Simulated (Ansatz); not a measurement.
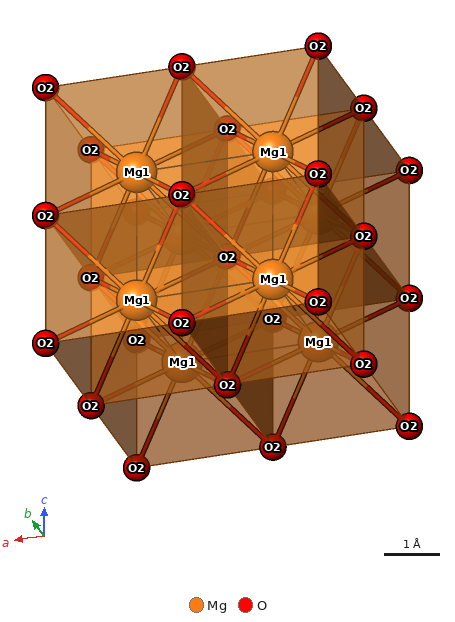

**Figure 1.** The input geometry of run 1 (polyhedral view of the cell of the calculation, seen at an oblique angle; polyhedra are completed across the faces of the cell; atoms are numbered from 1 in the order of the input).

## What a change does: single-point calculation on MgO

System: MgO (Pm-3m, 2 atoms in the cell).
Method of run 1: DFT, r2SCAN, plane waves, PAW, no spin polarisation (Ansatz 0.2.0).

The structure was built on a prototype by a generator. The geometry comes from this level: r2SCAN. Text and figures count atoms from 1; the logs count them from 0 in places.

The input, run 1:
```yaml
crystal:
  lattice:
    - [2.6233491281, 0.0, 0.0]
    - [0.0, 2.6233491281, 0.0]
    - [0.0, 0.0, 2.6233491281]
  atoms:
    - { symbol: Mg, position: [0.0, 0.0, 0.0] }
    - { symbol: O, position: [0.5, 0.5, 0.5] }
kpoints:
  mp_grid: { grid: [8, 8, 8] }
hamiltonian:
  xc: r2scan
scf:
  occupations: { method: fixed }
  n_extra_bands: 4
output:
  forces: true
  stress: true
  eigenvalues: true
```

Command:
```bash
ansatz run input.yaml --threads 2 --pin off --max-ram 3686MiB --backend cpu --events-out ev --progress --plain --runs-dir out
```

Hardware: 2 threads of Arm Neoverse V2, 24 GiB of memory available, shared host.

Output, shortened to warnings, some set-up lines, iterations and results (run 1):
```
Basis set: ecut = 500 eV, 461 PW (Γ), exchange–correlation on 80×80×80 points (64 copies of the dense FFT grid, shifted against one another)
Symmetry: 48 space group operations
k-points: 35 of 512
Initial density: superposition of atomic densities (neutral atoms: chi_scale 0, normalization atom), corrected by the library's trained network
[...]
SCF iter   1: F=—  HF=-2496.609125 eV  |F-HF|=—  |Δ(HF+E_count)|=         —  Δρ=9.90e-3  dr2=1.25e-2  dr2_τ=6.34e-2  ethr=1.77e-3  ⟨swp⟩=4.4  Hψ=2241  notcnv=0  defer=45
SCF iter   2: F=—  HF=-2496.713870 eV  |F-HF|=—  |Δ(HF+E_count)|=   1.05e-1  Δρ=4.96e-3  dr2=2.13e-3  dr2_τ=2.43e-4  ethr=7.80e-5  ⟨swp⟩=2.8  Hψ=1084  notcnv=0  defer=59
SCF iter   3: F=—  HF=-2496.713871 eV  |F-HF|=—  |Δ(HF+E_count)|=   1.90e-6  Δρ=9.99e-4  dr2=7.32e-5  dr2_τ=1.31e-5  ethr=1.33e-5  ⟨swp⟩=2.0  Hψ=499  notcnv=0  defer=61
SCF iter   4: F=—  HF=-2496.713871 eV  |F-HF|=—  |Δ(HF+E_count)|=   4.65e-7  Δρ=7.49e-5  dr2=6.83e-7  dr2_τ=1.17e-7  ethr=4.58e-7  ⟨swp⟩=2.6  Hψ=763  notcnv=0  defer=56
SCF iter   5: F=—  HF=-2496.713871 eV  |F-HF|=—  |Δ(HF+E_count)|=   1.03e-8  Δρ=3.49e-5  dr2=1.18e-7  dr2_τ=2.02e-8  ethr=4.27e-9  ⟨swp⟩=2.1  Hψ=559  notcnv=0  defer=55
SCF iter   6: F=-2496.713871 eV  HF=-2496.713871 eV  |F-HF|=9.40e-10  |Δ(HF+E_count)|=   7.24e-8  Δρ=9.95e-6  dr2=9.89e-9  dr2_τ=2.62e-9  ethr=6.25e-10  ⟨swp⟩=6.1  Hψ=1965  …
SCF 1 converged in 6 iterations: F = -2496.713871 eV  dr2 = 9.89e-9
SCF converged after 6 iterations
Free energy (F): -2496.713871 eV
Harris-Foulkes:  -2496.713871 eV  (|F-HF|=9.40e-10)
Internal energy: -2496.713871 eV  (E = F + TS)
E sigma→0 (E₀):  -2496.713871 eV
Fermi energy:    9.930395 eV
--- Per-component energies (eV) ---
  E_band       = -306.001347
  E_kinetic    = 256.165912
  E_local      = -1540.685694  (includes V_loc(G=0)·N_el)
  E_nonlocal   = 142.595919
  E_hartree    = 527.660279
  E_xc         = -103.053365
  E_vxc        = -148.828194  (∫ρ·V_xc dr)
  E_paw        = -456.195574  (= ΣΔE_a)
  E_vpaw       = -80.231516  (= ΣTr[D̂ρ^β])
  E_aug_tail   = 0.000897  (compensation charges beyond the density's cutoff)
  E_vtau       = 9.662608  (kinetic-family band-sum trace: ∫τ·v_τ [+ j·A + Jᵃ·Aᵃ] dr)
  E_ewald      = -1323.144096
  E_core_change = -0.058149  (= ΣΔE_core)
  E_smearing   = -0.000000  (= −TS)
  E_closure    = -0.000000  (closes the sum)
  Σ components = -2496.713871   (vs F -2496.713871, Δ=0.00e0)
--- Forces (eV/Å), atoms counted from 1 ---
  atom   1  Mg    -0.00000000     0.00000000    -0.00000000
  atom   2  O      0.00000000    -0.00000000    -0.00000000
  max |Σ_I F_I| component: 1.66e-29 eV/Å
--- Stress (GPa, compression-positive) ---
        0.009162      -0.000000      -0.000000
       -0.000000       0.009162       0.000000
        0.000000       0.000000       0.009162
  P = ⅓ Tr σ = 0.0092 GPa (0.092 kbar)
```

For run 2 the input was changed thus:
```diff
-    - [2.6233491281, 0.0, 0.0]
-    - [0.0, 2.6233491281, 0.0]
-    - [0.0, 0.0, 2.6233491281]
+    - [2.5968488402, 0.0, 0.0]
+    - [0.0, 2.5968488402, 0.0]
+    - [0.0, 0.0, 2.5968488402]
```

What does this change do to the results?

With the same functional and potentials, run 2 lies 4.2 meV per atom higher. The gap on the mesh goes from 3.49 to 3.79 eV. The pressure goes from 0.01 to 5.13 GPa. The volume per atom goes from 9.03 to 8.76 Å³. The cell is scaled evenly with the atoms at fixed fractional positions, so −ΔP/Δ ln V estimates the bulk modulus midway between the two volumes: about 170 GPa. The number of SCF iterations is the same.

Output, shortened to warnings, some set-up lines, iterations and results (run 2):
```
Basis set: ecut = 500 eV, 461 PW (Γ), exchange–correlation on 80×80×80 points (64 copies of the dense FFT grid, shifted against one another)
Symmetry: 48 space group operations
k-points: 35 of 512
Initial density: superposition of atomic densities (neutral atoms: chi_scale 0, normalization atom), corrected by the library's trained network
[...]
SCF iter   1: F=—  HF=-2496.595990 eV  |F-HF|=—  |Δ(HF+E_count)|=         —  Δρ=9.85e-3  dr2=1.16e-2  dr2_τ=6.86e-2  ethr=1.77e-3  ⟨swp⟩=4.4  Hψ=2241  notcnv=0  defer=45
SCF iter   2: F=—  HF=-2496.705420 eV  |F-HF|=—  |Δ(HF+E_count)|=   1.09e-1  Δρ=4.91e-3  dr2=2.10e-3  dr2_τ=2.13e-4  ethr=7.28e-5  ⟨swp⟩=2.8  Hψ=1083  notcnv=0  defer=59
SCF iter   3: F=—  HF=-2496.705415 eV  |F-HF|=—  |Δ(HF+E_count)|=   5.43e-6  Δρ=1.04e-3  dr2=6.41e-5  dr2_τ=1.15e-5  ethr=1.31e-5  ⟨swp⟩=2.6  Hψ=657  notcnv=0  defer=61
SCF iter   4: F=—  HF=-2496.705421 eV  |F-HF|=—  |Δ(HF+E_count)|=   6.12e-6  Δρ=2.89e-4  dr2=1.30e-5  dr2_τ=1.40e-6  ethr=4.01e-7  ⟨swp⟩=2.4  Hψ=755  notcnv=0  defer=58
SCF iter   5: F=—  HF=-2496.705417 eV  |F-HF|=—  |Δ(HF+E_count)|=   3.78e-6  Δρ=4.50e-5  dr2=1.88e-7  dr2_τ=3.04e-8  ethr=8.09e-8  ⟨swp⟩=2.1  Hψ=529  notcnv=0  defer=57
SCF iter   6: F=-2496.705417 eV  HF=-2496.705418 eV  |F-HF|=4.69e-8  |Δ(HF+E_count)|=   1.45e-7  Δρ=2.16e-5  dr2=6.51e-8  dr2_τ=7.10e-9  ethr=6.25e-10  ⟨swp⟩=6.1  Hψ=1967  …
SCF 1 converged in 6 iterations: F = -2496.705417 eV  dr2 = 6.51e-8
SCF converged after 6 iterations
Free energy (F): -2496.705417 eV
Harris-Foulkes:  -2496.705418 eV  (|F-HF|=4.69e-8)
Internal energy: -2496.705417 eV  (E = F + TS)
E sigma→0 (E₀):  -2496.705417 eV
Fermi energy:    10.370078 eV
--- Per-component energies (eV) ---
  E_band       = -299.422909
  E_kinetic    = 257.143771
  E_local      = -1520.967862  (includes V_loc(G=0)·N_el)
  E_nonlocal   = 142.647777
  E_hartree    = 520.722366
  E_xc         = -103.369638
  E_vxc        = -149.236256  (∫ρ·V_xc dr)
  E_paw        = -456.178190  (= ΣΔE_a)
  E_vpaw       = -80.099496  (= ΣTr[D̂ρ^β])
  E_aug_tail   = 0.001007  (compensation charges beyond the density's cutoff)
  E_vtau       = 9.647345  (kinetic-family band-sum trace: ∫τ·v_τ [+ j·A + Jᵃ·Aᵃ] dr)
  E_ewald      = -1336.646499
  E_core_change = -0.058149  (= ΣΔE_core)
  E_smearing   = -0.000000  (= −TS)
  E_closure    = 0.000000  (closes the sum)
  Σ components = -2496.705417   (vs F -2496.705417, Δ=0.00e0)
--- Forces (eV/Å), atoms counted from 1 ---
  atom   1  Mg    -0.00000000     0.00000000     0.00000000
  atom   2  O      0.00000000    -0.00000000     0.00000000
  max |Σ_I F_I| component: 1.07e-29 eV/Å
--- Stress (GPa, compression-positive) ---
        5.133256       0.000000      -0.000000
       -0.000000       5.133256       0.000000
        0.000000       0.000000       5.133256
  P = ⅓ Tr σ = 5.1333 GPa (51.333 kbar)
```

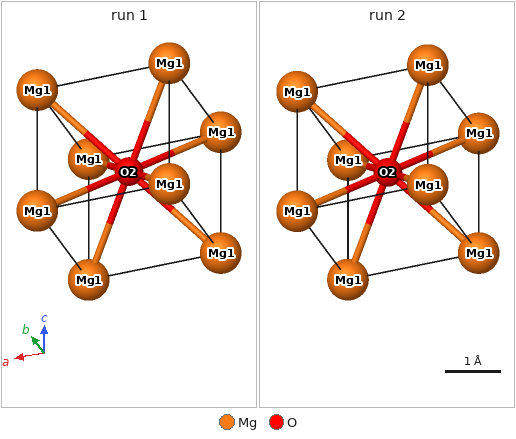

**Figure 2.** The two input geometries at one scale (ball-and-stick view of the cell of the calculation, seen at an oblique angle). The atoms keep their places relative to the cell (all moves are under 0.005 Å). Cell: a = b = c 2.623 → 2.597 Å (−1.0 %). Volume −3.0 %. Among the contacts that change: Mg1–O2 2.272 → 2.249 Å.

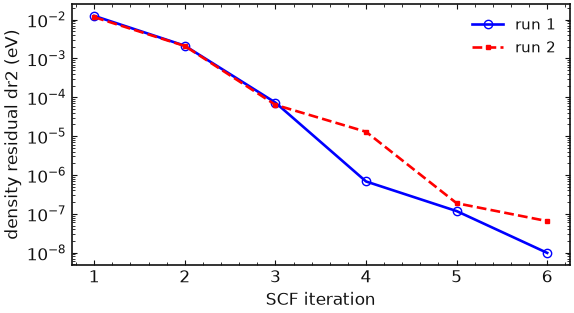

**Figure 3.** Convergence of the two runs: density residual dr2 against the SCF iteration. Run 1 takes 6 iterations in all, and run 2 takes 6.

The two runs side by side:

```tsv
quantity	run 1	run 2
outcome	converged	converged
free energy per atom (eV)	−1248.3569	−1248.3527
gap on the mesh (eV)	3.49	3.79
pressure (GPa)	0.01	5.13
volume per atom (Å³)	9.03	8.76
largest force (eV/Å)	0.000	0.000
SCF iterations	6	6
irreducible k-points	35	35
plane waves at Γ	461	461
wall time (shared host)	0.73 s	0.72 s
```

For run 2: The cell is under a pressure of 5.1 GPa at this level, so it is not at its equilibrium volume.
